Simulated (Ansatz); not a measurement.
# Geometry relaxation, with input and output: AlCu5 (part 1 of 2)

- system: AlCu5 (Pmmm, 6 atoms in the cell)
- method: DFT PBE, scalar-relativistic, plane waves, PAW, no spin polarisation (Ansatz 0.2.0)

The structure was made by a generator, so it may or may not be a known phase. Figures and captions count atoms from 1; the log counts them from 0 in places.

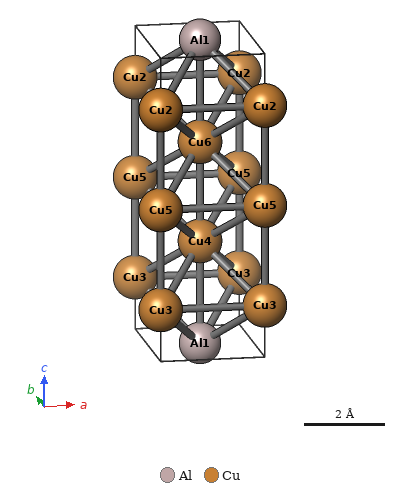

Figure 1. The starting structure (ball-and-stick view of the cell of the calculation, seen slightly off an axis; atoms are numbered from 1 in the order of the input). An atom can appear more than once, as a periodic image.

Input:
```yaml
crystal:
  lattice:
    - [2.6673153831, 0.0, 0.0]
    - [0.0, 3.5489596124, 0.0]
    - [0.0, 0.0, 7.8589648568]
  atoms:
    - { symbol: Al, position: [0.5, 0.5, 0.0] }
    - { symbol: Cu, position: [0.0, 0.0, 0.8295071757] }
    - { symbol: Cu, position: [0.0, 0.0, 0.1704928243] }
    - { symbol: Cu, position: [0.5, 0.5, 0.3362873296] }
    - { symbol: Cu, position: [0.0, 0.0, 0.5] }
    - { symbol: Cu, position: [0.5, 0.5, 0.6637126704] }
basis:
  ecutwfc: 420
kpoints:
  mp_grid: { grid: [16, 10, 6] }
hamiltonian:
  xc: pbe
scf:
  occupations: { method: fermi_dirac, width: 0.15 }
output:
  forces: true
  stress: true
  eigenvalues: true
relax:
  adjacent_minimum: "off"
  f_tol: 0.001
  max_steps: 60
  cell: { stress_tol: 0.01 }
```

Run on 4 threads of Intel Xeon (Granite Rapids), 64 GiB of memory available, shared host.

Launched with:
```bash
ansatz run input.yaml --threads 4 --pin off --max-ram 8192MiB --backend cpu --events-out ev --progress --plain --runs-dir out
```

Output:
```
band count auto-derived: 60 (N_el = 98.0; filled up to band 49; 59 by the electrons, moments and atoms)
Engine: ansatz 0.2.0, x86_64-unknown-linux-gnu
Pseudopotentials: kind: paw
Pseudopotential: Al, paw, valence charge 3, recommended cutoff 420 eV (normal), Al.paw.azcp
Pseudopotential: Cu, paw, valence charge 19, recommended cutoff 420 eV (normal), Cu.paw.azcp
Functional definition: PBE
  parameter kappa = 0.804
  parameter beta = 0.06672455060314922
  exchange = pbe_x(kappa = kappa, mu = beta*pi^2/3)
  correlation = pbe_c(beta = beta)
Crystal: 6 atoms, lattice volume = 74.394 Å³
Basis set: ecut = 420 eV, 1453 PW (Γ), exchange–correlation on 36×48×108 points (8 copies of the dense FFT grid, shifted against one another)
Bands: 60, of which v1, the nominal top of the filled ones, is band 49 counted from 1 (48 counted from 0)
Symmetry: 8 space group operations
Space group: Pmmm (ITA 47), of the structure as read, at distance tolerance 4.2e-5 Å
k-points: 216 of 960
Non-local potential: Al, projectors of the file, l = 0: 2, l = 1: 2, l = 2: 1
Non-local potential: Cu, projectors of the file, l = 0: 3, l = 1: 2, l = 2: 3, l = 3: 1
PAW form: soft (Blöchl's): semilocal exchange-correlation on the pseudo side does not see the compensation charge
PAW one-centre angular grid: Al, 110 points (default); XC on 64 Gauss nodes
PAW one-centre angular grid: Cu, 590 points (default); XC on 64 Gauss nodes
Initial density: superposition of atomic densities (neutral atoms: chi_scale 0, normalization atom), corrected by the library's trained network
Initial wavefunctions: pseudopotential atomic-orbital guess
Functional: x = pbe(κ = 0.804, μ = 0.2195149727645171), c = pbe(β = 0.06672455060314922)
SCF iter   1: F=—  HF=-33663.975987 eV  |F-HF|=—  |Δ(HF+E_count)|=         —  Δρ=2.63e-3  dr2=3.98e-3  ethr=1.77e-3  ⟨swp⟩=5.3  Hψ=46071  notcnv=0  defer=118
preconditioner: auto → Kerker (q_TF=auto, 2.857 Å⁻¹)  [metal: Δε(μ)=0.010 eV  Ē_g=9.575 eV  σ=0.150 eV  W_gap=0.02  n_scr=26 (ndim 8)  ℏωp=32.8 eV  f_vac=0.001  D(μ)=1.74/eV (n_scr^D=10)]
SCF iter   2: F=—  HF=-33663.975567 eV  |F-HF|=—  |Δ(HF+E_count)|=   4.20e-4  Δρ=9.57e-4  dr2=8.79e-4  ethr=4.06e-6  ⟨swp⟩=2.4  Hψ=23227  notcnv=0  defer=111
SCF iter   3: F=—  HF=-33663.975429 eV  |F-HF|=—  |Δ(HF+E_count)|=   1.38e-4  Δρ=6.47e-4  dr2=3.98e-4  ethr=8.97e-7  ⟨swp⟩=2.4  Hψ=20879  notcnv=0  defer=111
SCF iter   4: F=—  HF=-33663.975350 eV  |F-HF|=—  |Δ(HF+E_count)|=   7.92e-5  Δρ=1.64e-4  dr2=3.73e-5  ethr=4.06e-7  ⟨swp⟩=2.3  Hψ=17508  notcnv=0  defer=111
SCF iter   5: F=—  HF=-33663.975280 eV  |F-HF|=—  |Δ(HF+E_count)|=   7.03e-5  Δρ=1.21e-4  dr2=1.10e-5  ethr=3.81e-8  ⟨swp⟩=2.0  Hψ=18435  notcnv=0  defer=111
SCF iter   6: F=—  HF=-33663.975278 eV  |F-HF|=—  |Δ(HF+E_count)|=   1.33e-6  Δρ=5.80e-5  dr2=1.75e-6  ethr=1.12e-8  ⟨swp⟩=2.0  Hψ=17579  notcnv=0  defer=111
SCF iter   7: F=—  HF=-33663.975278 eV  |F-HF|=—  |Δ(HF+E_count)|=   2.78e-7  Δρ=1.14e-5  dr2=2.84e-7  ethr=1.78e-9  ⟨swp⟩=2.0  Hψ=18324  notcnv=0  defer=111
SCF iter   8: F=-33663.975278 eV  HF=-33663.975278 eV  |F-HF|=2.22e-8  |Δ(HF+E_count)|=   4.12e-9  Δρ=4.78e-6  dr2=2.49e-8  ethr=1.02e-10  ⟨swp⟩=8.2  Hψ=52454  notcnv=0
SCF 1 converged in 8 iterations: F = -33663.975278 eV  dr2 = 2.49e-8
  greatest PAW one-centre occupation: 1.000 electrons in one spin orbital (limit 2), on the Cu atom at site 4 (counted from 0), in its partial waves of l = 0
relax step   1: F+E_penalty+E_count = -33663.97527790 eV  Δ(F+E_penalty+E_count) = +0.000e0 eV  max|allowed force component| = 1.283e-2 eV/Å  Δτ_max = 0.0000 Å  P = +0.069 GPa  Ω = 74.394 Å³  (8 SCF iters, dr2 threshold 1.00e-7 eV, accepted)
Crystal: 6 atoms, lattice volume = 74.419 Å³
Initial density: handed on by an earlier stage of this run
Initial wavefunctions: those handed on with the density
iter 1 solved again at ethr=1.36e-8 eV; its pass at ethr=3.10e-3 eV (dr2=1.34e-5 eV) is discarded
SCF iter   1: F=—  HF=-33663.975462 eV  |F-HF|=—  |Δ(HF+E_count)|=         —  Δρ=1.61e-4  dr2=1.11e-5  ethr=1.36e-8  ⟨swp⟩=2.3  Hψ=48783  notcnv=0
preconditioner: auto → Kerker (q_TF=auto, 2.856 Å⁻¹)  [metal: Δε(μ)=0.023 eV  Ē_g=9.566 eV  σ=0.150 eV  W_gap=0.04  n_scr=26 (ndim 8)  ℏωp=32.8 eV  f_vac=0.001  D(μ)=1.74/eV (n_scr^D=10)]
SCF iter   2: F=—  HF=-33663.975394 eV  |F-HF|=—  |Δ(HF+E_count)|=   6.85e-5  Δρ=7.08e-5  dr2=2.21e-6  ethr=1.13e-8  ⟨swp⟩=2.4  Hψ=18833  notcnv=0
SCF iter   3: F=—  HF=-33663.975393 eV  |F-HF|=—  |Δ(HF+E_count)|=   6.18e-7  Δρ=3.39e-5  dr2=6.51e-7  ethr=2.26e-9  ⟨swp⟩=2.2  Hψ=21142  notcnv=0
iter 4 did not close the SCF: its close was put off for the readings that it lacked (scf_convergence_deferred on its scf_iter line)
SCF iter   4: F=-33663.975393 eV  HF=-33663.975393 eV  |F-HF|=3.86e-9  |Δ(HF+E_count)|=   9.99e-8  Δρ=8.39e-6  dr2=3.71e-8  ethr=6.64e-10  ⟨swp⟩=2.3  Hψ=20247  notcnv=0
iter 5 did not close the SCF: its close was put off for the readings that it lacked (scf_convergence_deferred on its scf_iter line)
SCF iter   5: F=-33663.975393 eV  HF=-33663.975393 eV  |F-HF|=1.86e-9  |Δ(HF+E_count)|=  2.33e-10  Δρ=2.03e-6  dr2=3.13e-9  ethr=3.79e-11  ⟨swp⟩=2.3  Hψ=18454  notcnv=0
SCF iter   6: F=-33663.975393 eV  HF=-33663.975393 eV  |F-HF|=7.13e-10  |Δ(HF+E_count)|=  2.76e-10  Δρ=9.79e-7  dr2=7.11e-10  ethr=3.19e-12  ⟨swp⟩=2.0  Hψ=35981  notcnv=0
SCF 2 converged in 6 iterations: F = -33663.975393 eV  dr2 = 7.11e-10
relax step   2: F+E_penalty+E_count = -33663.97539289 eV  Δ(F+E_penalty+E_count) = -1.150e-4 eV  max|allowed force component| = 7.433e-3 eV/Å  Δτ_max = 0.0007 Å  P = +0.024 GPa  Ω = 74.419 Å³  energy of the carried Pulay correction = -1.555e-5 eV  (6 SCF iters, dr2 threshold 2.31e-7 eV, accepted)
Crystal: 6 atoms, lattice volume = 74.425 Å³
iter 1 solved again at ethr=1.77e-8 eV; its pass at ethr=3.10e-3 eV (dr2=1.73e-5 eV) is discarded
SCF iter   1: F=—  HF=-33663.975548 eV  |F-HF|=—  |Δ(HF+E_count)|=         —  Δρ=1.71e-4  dr2=8.98e-6  ethr=1.77e-8  ⟨swp⟩=3.0  Hψ=55973  notcnv=0
preconditioner: auto → Kerker (q_TF=auto, 2.856 Å⁻¹)  [metal: Δε(μ)=0.034 eV  Ē_g=9.564 eV  σ=0.150 eV  W_gap=0.06  n_scr=26 (ndim 8)  ℏωp=32.8 eV  f_vac=0.001  D(μ)=1.74/eV (n_scr^D=10)]
SCF iter   2: F=—  HF=-33663.975479 eV  |F-HF|=—  |Δ(HF+E_count)|=   6.89e-5  Δρ=9.82e-5  dr2=3.44e-6  ethr=9.16e-9  ⟨swp⟩=1.4  Hψ=13046  notcnv=0
SCF iter   3: F=—  HF=-33663.975479 eV  |F-HF|=—  |Δ(HF+E_count)|=   7.96e-7  Δρ=2.07e-5  dr2=2.48e-7  ethr=3.51e-9  ⟨swp⟩=2.4  Hψ=21479  notcnv=0
SCF iter   4: F=—  HF=-33663.975479 eV  |F-HF|=—  |Δ(HF+E_count)|=   3.43e-8  Δρ=1.10e-5  dr2=9.53e-8  ethr=2.53e-10  ⟨swp⟩=2.0  Hψ=18718  notcnv=0
iter 5 did not close the SCF: its close was put off for the readings that it lacked (scf_convergence_deferred on its scf_iter line)
SCF iter   5: F=-33663.975479 eV  HF=-33663.975479 eV  |F-HF|=1.32e-8  |Δ(HF+E_count)|=   1.36e-8  Δρ=3.97e-6  dr2=1.50e-8  ethr=9.73e-11  ⟨swp⟩=1.0  Hψ=12961  notcnv=0
SCF iter   6: F=-33663.975479 eV  HF=-33663.975479 eV  |F-HF|=1.15e-9  |Δ(HF+E_count)|=   2.80e-9  Δρ=1.08e-6  dr2=1.09e-9  ethr=1.53e-11  ⟨swp⟩=2.1  Hψ=37724  notcnv=0
SCF 3 converged in 6 iterations: F = -33663.975479 eV  dr2 = 1.09e-9
relax step   3: F+E_penalty+E_count = -33663.97547865 eV  Δ(F+E_penalty+E_count) = -8.576e-5 eV  max|allowed force component| = 5.248e-4 eV/Å  Δτ_max = 0.0009 Å  P = +0.013 GPa  Ω = 74.425 Å³  energy of the carried Pulay correction = -1.932e-5 eV  (6 SCF iters, dr2 threshold 7.35e-8 eV, accepted)
Crystal: 6 atoms, lattice volume = 74.440 Å³
Basis set: ecut = 420 eV, 1461 PW (Γ), exchange–correlation on 36×48×108 points (8 copies of the dense FFT grid, shifted against one another)
iter 1 solved again at ethr=5.05e-9 eV; its pass at ethr=3.10e-3 eV (dr2=4.95e-6 eV) is discarded
SCF iter   1: F=—  HF=-33663.975544 eV  |F-HF|=—  |Δ(HF+E_count)|=         —  Δρ=8.85e-5  dr2=4.30e-6  ethr=5.05e-9  ⟨swp⟩=2.1  Hψ=48686  notcnv=0
preconditioner: auto → Kerker (q_TF=auto, 2.856 Å⁻¹)  [metal: Δε(μ)=0.032 eV  Ē_g=9.563 eV  σ=0.150 eV  W_gap=0.05  n_scr=26 (ndim 8)  ℏωp=32.8 eV  f_vac=0.001  D(μ)=1.74/eV (n_scr^D=10)]
SCF iter   2: F=—  HF=-33663.975477 eV  |F-HF|=—  |Δ(HF+E_count)|=   6.77e-5  Δρ=2.95e-5  dr2=7.76e-7  ethr=4.39e-9  ⟨swp⟩=2.0  Hψ=18638  notcnv=0
SCF iter   3: F=—  HF=-33663.975476 eV  |F-HF|=—  |Δ(HF+E_count)|=   1.70e-7  Δρ=1.75e-5  dr2=3.12e-7  ethr=7.92e-10  ⟨swp⟩=2.2  Hψ=19037  notcnv=0
SCF iter   4: F=—  HF=-33663.975476 eV  |F-HF|=—  |Δ(HF+E_count)|=   3.54e-8  Δρ=4.10e-6  dr2=2.01e-8  ethr=3.19e-10  ⟨swp⟩=2.3  Hψ=18871  notcnv=0
iter 5 did not close the SCF: its close was put off for the readings that it lacked (scf_convergence_deferred on its scf_iter line)
SCF iter   5: F=-33663.975476 eV  HF=-33663.975476 eV  |F-HF|=3.20e-9  |Δ(HF+E_count)|=   1.01e-9  Δρ=1.36e-6  dr2=3.74e-9  ethr=2.05e-11  ⟨swp⟩=1.3  Hψ=14510  notcnv=0
SCF iter   6: F=-33663.975476 eV  HF=-33663.975476 eV  |F-HF|=6.91e-10  |Δ(HF+E_count)|=  1.09e-10  Δρ=7.11e-7  dr2=8.12e-10  ethr=3.82e-12  ⟨swp⟩=2.5  Hψ=40453  notcnv=0
SCF 4 converged in 6 iterations: F = -33663.975476 eV  dr2 = 8.12e-10
relax step   4: F+E_penalty+E_count = -33663.97547632 eV  Δ(F+E_penalty+E_count) = +2.332e-6 eV  max|allowed force component| = 1.084e-3 eV/Å  Δτ_max = 0.0002 Å  P = -0.014 GPa  Ω = 74.440 Å³  energy of the carried Pulay correction = -2.838e-5 eV  (6 SCF iters, dr2 threshold 5.26e-9 eV, accepted)
Crystal: 6 atoms, lattice volume = 74.432 Å³
iter 1 solved again at ethr=2.30e-9 eV; its pass at ethr=3.10e-3 eV (dr2=2.25e-6 eV) is discarded
SCF iter   1: F=—  HF=-33663.975552 eV  |F-HF|=—  |Δ(HF+E_count)|=         —  Δρ=6.09e-5  dr2=1.46e-6  ethr=2.30e-9  ⟨swp⟩=3.0  Hψ=52485  notcnv=0
preconditioner: auto → Kerker (q_TF=auto, 2.856 Å⁻¹)  [metal: Δε(μ)=0.028 eV  Ē_g=9.563 eV  σ=0.150 eV  W_gap=0.05  n_scr=26 (ndim 8)  ℏωp=32.8 eV  f_vac=0.001  D(μ)=1.74/eV (n_scr^D=10)]
SCF iter   2: F=—  HF=-33663.975485 eV  |F-HF|=—  |Δ(HF+E_count)|=   6.69e-5  Δρ=2.99e-5  dr2=4.28e-7  ethr=1.49e-9  ⟨swp⟩=2.1  Hψ=19151  notcnv=0
SCF iter   3: F=—  HF=-33663.975485 eV  |F-HF|=—  |Δ(HF+E_count)|=   1.23e-7  Δρ=1.27e-5  dr2=1.17e-7  ethr=4.37e-10  ⟨swp⟩=2.4  Hψ=21183  notcnv=0
SCF iter   4: F=—  HF=-33663.975485 eV  |F-HF|=—  |Δ(HF+E_count)|=   2.14e-8  Δρ=4.57e-6  dr2=3.48e-8  ethr=1.19e-10  ⟨swp⟩=2.0  Hψ=18268  notcnv=0
SCF iter   5: F=—  HF=-33663.975485 eV  |F-HF|=—  |Δ(HF+E_count)|=   3.14e-9  Δρ=1.38e-6  dr2=8.21e-9  ethr=3.55e-11  ⟨swp⟩=1.0  Hψ=12961  notcnv=0
SCF iter   6: F=-33663.975485 eV  HF=-33663.975485 eV  |F-HF|=1.34e-9  |Δ(HF+E_count)|=  8.00e-10  Δρ=6.26e-7  dr2=1.36e-9  ethr=2.45e-12  ⟨swp⟩=3.3  Hψ=36005  notcnv=0
SCF 5 converged in 6 iterations: F = -33663.975485 eV  dr2 = 1.36e-9
relax step   5: F+E_penalty+E_count = -33663.97548481 eV  Δ(F+E_penalty+E_count) = -8.496e-6 eV  max|allowed force component| = 1.923e-4 eV/Å  Δτ_max = 0.0002 Å  P = -0.001 GPa  Ω = 74.432 Å³  energy of the carried Pulay correction = -2.373e-5 eV  (6 SCF iters, dr2 threshold 2.40e-9 eV, accepted)
Initial wavefunctions: pseudopotential atomic-orbital guess (no wavefunctions were taken with the density)
iter 1 solved again at ethr=5.12e-8 eV; its pass at ethr=3.10e-3 eV (dr2=5.02e-5 eV) is discarded
SCF iter   1: F=—  HF=-33663.975564 eV  |F-HF|=—  |Δ(HF+E_count)|=         —  Δρ=2.81e-5  dr2=2.65e-8  ethr=5.12e-8  ⟨swp⟩=3.0  Hψ=75947  notcnv=0
SCF iter   2: F=—  HF=-33663.975502 eV  |F-HF|=—  |Δ(HF+E_count)|=   6.16e-5  Δρ=1.43e-5  dr2=7.63e-9  ethr=2.70e-11  ⟨swp⟩=2.5  Hψ=24804  notcnv=0
SCF iter   3: F=—  HF=-33663.975503 eV  |F-HF|=—  |Δ(HF+E_count)|=   3.27e-7  Δρ=5.52e-6  dr2=2.44e-9  ethr=7.78e-12  ⟨swp⟩=1.0  Hψ=12960  notcnv=0
SCF iter   4: F=—  HF=-33663.975503 eV  |F-HF|=—  |Δ(HF+E_count)|=   5.55e-8  Δρ=5.93e-7  dr2=6.47e-10  ethr=2.49e-12  ⟨swp⟩=1.0  Hψ=12963  notcnv=0
SCF iter   5: F=—  HF=-33663.975503 eV  |F-HF|=—  |Δ(HF+E_count)|=  5.09e-11  Δρ=3.14e-7  dr2=3.80e-10  ethr=1.00e-12  ⟨swp⟩=1.0  Hψ=12961  notcnv=0
SCF iter   6: F=—  HF=-33663.975503 eV  |F-HF|=—  |Δ(HF+E_count)|=  5.09e-11  Δρ=1.59e-7  dr2=8.31e-11  ethr=1.00e-12  ⟨swp⟩=1.0  Hψ=12960  notcnv=0
SCF iter   7: F=-33663.975503 eV  HF=-33663.975503 eV  |F-HF|=0.00e0  |Δ(HF+E_count)|=  1.46e-11  Δρ=4.10e-8  dr2=2.18e-12  ethr=1.00e-12  ⟨swp⟩=4.1  Hψ=54566  notcnv=0
SCF 6 converged in 7 iterations: F = -33663.975503 eV  dr2 = 2.18e-12
relax step   6: F+E_penalty+E_count = -33663.97550267 eV  Δ(F+E_penalty+E_count) = -1.786e-5 eV  max|allowed force component| = 1.999e-4 eV/Å  Δτ_max = 0.0000 Å  P = -0.001 GPa  Ω = 74.432 Å³  stress off target by 4.32e-3 GPa  SCF on the basis re-selected at this cell (its energy is not comparable with the rows above)  (7 SCF iters)
```

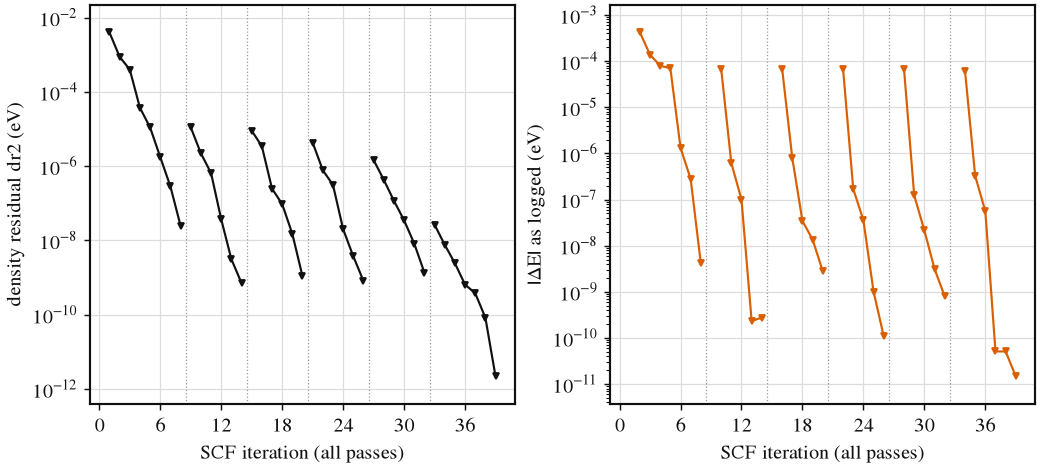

Figure 2. Convergence of the self-consistent field: density residual dr2 and size of the energy change against the SCF iteration. The dotted lines part the SCF passes of the relaxation: geometry steps, rejected trials and re-solves on a re-selected basis. The 6 passes take 6 to 8 iterations each, 39 in all.
